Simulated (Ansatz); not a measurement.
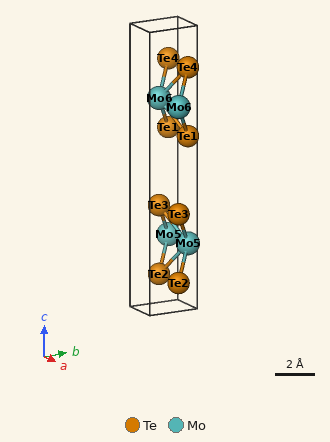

**Figure 1.** The input geometry of the first run (ball-and-stick view of the cell of the calculation, repeated 2 × 1 × 1, seen slightly off an axis; atoms are numbered from 1 in the order of the input). Near neighbours in the crystal (not all of them lie inside the picture): Te has 3 Mo at 2.73 Å; Mo has 6 Te at 2.73 Å.

## What a change does: single-point calculation on MoTe2

System: MoTe2 (P6₃/mmc, 6 atoms in the cell).
Method of the first run: DFT r2SCAN, scalar-relativistic, plane waves, PAW, no spin polarisation (Ansatz 0.2.0).

The structure derives from a Materials Project entry. Text and figures count atoms from 1; the logs count them from 0 in places.

## Input, the first run
```yaml
crystal:
  lattice:
    - [3.5632533183, 0.0, 0.0]
    - [-1.7816266592, 3.0858678938, 0.0]
    - [0.0, 0.0, 14.73188608]
  atoms:
    - { symbol: Te, position: [0.3333333333, 0.6666666667, 0.628517547] }
    - { symbol: Te, position: [0.6666666667, 0.3333333333, 0.128517547] }
    - { symbol: Te, position: [0.6666666667, 0.3333333333, 0.371482453] }
    - { symbol: Te, position: [0.3333333333, 0.6666666667, 0.871482453] }
    - { symbol: Mo, position: [0.3333333333, 0.6666666667, 0.25] }
    - { symbol: Mo, position: [0.6666666667, 0.3333333333, 0.75] }
basis:
  ecutwfc: 500
kpoints:
  mp_grid: { grid: [12, 12, 2] }
  band_path: { path: [VBM, CBM], npoints: 2 }
hamiltonian:
  xc: r2scan
scf:
  occupations: { method: gaussian, width: 0.02 }
output:
  forces: true
  stress: true
  eigenvalues: true
checkpoint:
  read: start.run
  write: ck
  compress: false
  write_wavefunctions: false
  write_every: 100000
```

Command:
```bash
ansatz run input.yaml --threads 1 --pin off --max-ram 2560MiB --backend cpu --events-out ev --progress --plain --runs-dir out
```

Hardware: 1 thread of Intel Xeon @ 2.50GHz (Skylake/Cascade Lake), 192 GiB of memory available, shared host.

## Output, shortened to warnings, some set-up lines, iterations and results (the first run)
```
Basis set: ecut = 500 eV, 4145 PW (Γ), exchange–correlation on 108×108×432 points (64 copies of the dense FFT grid, shifted against one another)
Symmetry: 24 space group operations
k-points: 38 of 288
Initial density: read from a saved state, or passed on in memory by an earlier SCF of this step, an earlier step, the calling program or the single point that the run made first
[...]
SCF iter   1: F=—  HF=-37916.305218 eV  |F-HF|=—  |Δ(HF+E_count)|=         —  Δρ=3.84e-6  dr2=2.05e-8  dr2_τ=1.46e-9  ethr=9.59e-8  ⟨swp⟩=4.1  Hψ=14622  notcnv=0
SCF iter   2: F=-37916.305218 eV  HF=-37916.305218 eV  |F-HF|=9.55e-9  |Δ(HF+E_count)|=   1.53e-8  Δρ=2.62e-6  dr2=1.17e-8  dr2_τ=7.14e-10  ethr=2.23e-11  ⟨swp⟩=7.9  Hψ=8943  …
SCF 1 converged in 2 iterations: F = -37916.305218 eV  dr2 = 1.17e-8
NSCF: frozen V_eff on 28 k-points
NSCF: frozen V_eff on 28 k-points
NSCF: frozen V_eff on 28 k-points
NSCF: frozen V_eff on 28 k-points
NSCF: frozen V_eff on 18 k-points
NSCF: frozen V_eff on 6 k-points
NSCF: frozen V_eff on 19 k-points
NSCF: frozen V_eff on 9 k-points
NSCF: frozen V_eff on 19 k-points
NSCF: frozen V_eff on 3 k-points
NSCF: frozen V_eff on 13 k-points
NSCF: frozen V_eff on 7 k-points
NSCF: frozen V_eff on 5 k-points
NSCF: frozen V_eff on 13 k-points
NSCF: frozen V_eff on 4 k-points
NSCF: frozen V_eff on 3 k-points
SCF converged after 2 iterations
Free energy (F): -37916.305218 eV
Harris-Foulkes:  -37916.305218 eV  (|F-HF|=9.55e-9)
Internal energy: -37916.305218 eV  (E = F + TS)
E sigma→0 (E₀):  -37916.305218 eV
Fermi energy:    11.485652 eV
--- Per-component energies (eV) ---
  E_band       = -1337.226784
  E_kinetic    = 1603.727935
  E_local      = -8541.747170  (includes V_loc(G=0)·N_el)
  E_nonlocal   = -953.664443
  E_hartree    = 4655.045214
  E_xc         = -817.820555
  E_vxc        = -958.895216  (∫ρ·V_xc dr)
  E_paw        = -25182.336702  (= ΣΔE_a)
  E_vpaw       = -1857.775180  (= ΣTr[D̂ρ^β])
  E_aug_tail   = -0.000160  (compensation charges beyond the density's cutoff)
  E_vtau       = 61.041256  (kinetic-family band-sum trace: ∫τ·v_τ [+ j·A + Jᵃ·Aᵃ] dr)
  E_ewald      = -8680.206351
  E_core_change = 0.697015  (= ΣΔE_core)
  E_smearing   = -0.000000  (= −TS)
  E_closure    = -0.000000  (closes the sum)
  Σ components = -37916.305218   (vs F -37916.305218, Δ=0.00e0)
--- Forces (eV/Å), atoms counted from 1 ---
  atom   1  Te    -0.00000000     0.00000000    -0.00016822
  atom   2  Te     0.00000000    -0.00000000    -0.00016822
  atom   3  Te     0.00000000    -0.00000000     0.00016822
  atom   4  Te    -0.00000000     0.00000000     0.00016822
  atom   5  Mo     0.00000000     0.00000000    -0.00000000
  atom   6  Mo    -0.00000000    -0.00000000     0.00000000
  max |Σ_I F_I| component: 6.94e-18 eV/Å
--- Stress (GPa, compression-positive) ---
        0.013903       0.000000       0.000000
        0.000000       0.013903       0.000000
        0.000000       0.000000       0.009570
  P = ⅓ Tr σ = 0.0125 GPa (0.125 kbar)
```

For the second run the input was changed thus:
```diff
-    - [0.0, 0.0, 14.73188608]
+    - [0.0, 0.0, 14.4372483584]
-    - { symbol: Te, position: [0.3333333333, 0.6666666667, 0.628517547] }
-    - { symbol: Te, position: [0.6666666667, 0.3333333333, 0.128517547] }
-    - { symbol: Te, position: [0.6666666667, 0.3333333333, 0.371482453] }
-    - { symbol: Te, position: [0.3333333333, 0.6666666667, 0.871482453] }
+    - { symbol: Te, position: [0.3333333333, 0.6666666667, 0.6261921875] }
+    - { symbol: Te, position: [0.6666666667, 0.3333333333, 0.1261921875] }
+    - { symbol: Te, position: [0.6666666667, 0.3333333333, 0.3738078125] }
+    - { symbol: Te, position: [0.3333333333, 0.6666666667, 0.8738078125] }
```

What does this change do to the results?

With the same functional and potentials, the second run lies 0.8 meV per atom higher. The gap on the mesh goes from 1.06 to 0.99 eV. The pressure goes from 0.01 to 0.29 GPa. The volume per atom goes from 27.00 to 26.46 Å³. The plane waves at Γ go from 4145 to 4085.

## Output, shortened to warnings, some set-up lines, iterations and results (the second run)
```
Basis set: ecut = 500 eV, 4085 PW (Γ), exchange–correlation on 108×108×432 points (64 copies of the dense FFT grid, shifted against one another)
Symmetry: 24 space group operations
k-points: 38 of 288
Initial density: read from a saved state, or passed on in memory by an earlier SCF of this step, an earlier step, the calling program or the single point that the run made first
[...]
SCF iter   1: F=—  HF=-37916.300337 eV  |F-HF|=—  |Δ(HF+E_count)|=         —  Δρ=1.29e-6  dr2=5.81e-9  dr2_τ=1.40e-9  ethr=1.00e-7  ⟨swp⟩=4.2  Hψ=14758  notcnv=0
SCF iter   2: F=-37916.300337 eV  HF=-37916.300337 eV  |F-HF|=3.42e-10  |Δ(HF+E_count)|=   6.53e-8  Δρ=6.41e-7  dr2=1.33e-9  dr2_τ=2.43e-10  ethr=6.31e-12  ⟨swp⟩=7.7  Hψ=8759 …
SCF 1 converged in 2 iterations: F = -37916.300337 eV  dr2 = 1.33e-9
NSCF: frozen V_eff on 28 k-points
NSCF: frozen V_eff on 28 k-points
NSCF: frozen V_eff on 28 k-points
NSCF: frozen V_eff on 28 k-points
NSCF: frozen V_eff on 18 k-points
NSCF: frozen V_eff on 6 k-points
NSCF: frozen V_eff on 19 k-points
NSCF: frozen V_eff on 3 k-points
NSCF: frozen V_eff on 10 k-points
NSCF: frozen V_eff on 5 k-points
NSCF: frozen V_eff on 13 k-points
NSCF: frozen V_eff on 7 k-points
NSCF: frozen V_eff on 5 k-points
NSCF: frozen V_eff on 13 k-points
NSCF: frozen V_eff on 5 k-points
NSCF: frozen V_eff on 2 k-points
NSCF: frozen V_eff on 3 k-points
SCF converged after 2 iterations
Free energy (F): -37916.300337 eV
Harris-Foulkes:  -37916.300337 eV  (|F-HF|=3.42e-10)
Internal energy: -37916.300337 eV  (E = F + TS)
E sigma→0 (E₀):  -37916.300337 eV
Fermi energy:    11.846038 eV
--- Per-component energies (eV) ---
  E_band       = -1307.420161
  E_kinetic    = 1604.153397
  E_local      = -8159.795192  (includes V_loc(G=0)·N_el)
  E_nonlocal   = -953.633587
  E_hartree    = 4478.893770
  E_xc         = -818.054192
  E_vxc        = -959.172034  (∫ρ·V_xc dr)
  E_paw        = -25182.337136  (= ΣΔE_a)
  E_vpaw       = -1857.763641  (= ΣTr[D̂ρ^β])
  E_aug_tail   = -0.000148  (compensation charges beyond the density's cutoff)
  E_vtau       = 61.002226  (kinetic-family band-sum trace: ∫τ·v_τ [+ j·A + Jᵃ·Aᵃ] dr)
  E_ewald      = -8886.224264
  E_core_change = 0.697015  (= ΣΔE_core)
  E_smearing   = -0.000000  (= −TS)
  E_closure    = -0.000000  (closes the sum)
  Σ components = -37916.300337   (vs F -37916.300337, Δ=0.00e0)
--- Forces (eV/Å), atoms counted from 1 ---
  atom   1  Te    -0.00000000    -0.00000000    -0.00438774
  atom   2  Te     0.00000000    -0.00000000    -0.00438774
  atom   3  Te     0.00000000    -0.00000000     0.00438774
  atom   4  Te    -0.00000000     0.00000000     0.00438774
  atom   5  Mo     0.00000000    -0.00000000     0.00000000
  atom   6  Mo    -0.00000000     0.00000000     0.00000000
  max |Σ_I F_I| component: 6.94e-18 eV/Å
--- Stress (GPa, compression-positive) ---
        0.160596       0.000000       0.000000
        0.000000       0.160596       0.000000
        0.000000       0.000000       0.540198
  P = ⅓ Tr σ = 0.2871 GPa (2.871 kbar)
```

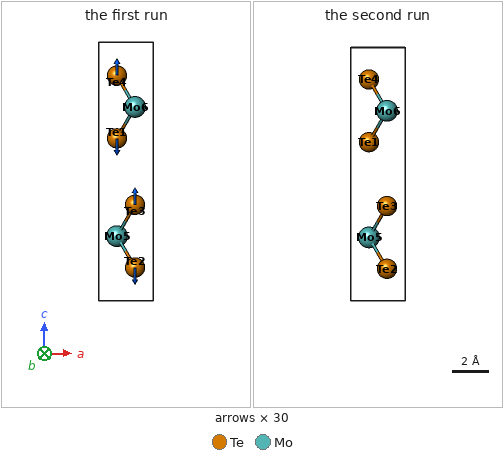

**Figure 2.** The two input geometries at one scale (ball-and-stick view of the cell of the calculation, along the b axis). The blue arrows on the first give the shifts of the atoms relative to the cell, with their mean removed, magnified 30 times. The largest moves relative to the cell, 0.034 Å, are those of Te1, Te2, Te3 and Te4. Mo stays in place. (The mean shift of all atoms is removed.) Cell: a = b stay at 3.563 Å, c 14.732 → 14.437 Å (−2.0 %). Volume −2.0 %.

## The two runs side by side

| quantity | the first run | the second run |
| --- | --- | --- |
| outcome | converged | converged |
| free energy per atom (eV) | −6319.3842 | −6319.3834 |
| gap on the mesh (eV) | 1.06 | 0.99 |
| pressure (GPa) | 0.01 | 0.29 |
| volume per atom (Å³) | 27.00 | 26.46 |
| largest force (eV/Å) | 0.000 | 0.004 |
| irreducible k-points | 38 | 38 |
| plane waves at Γ | 4145 | 4085 |
| wall time (shared host) | 2.1 min | 1.8 min |
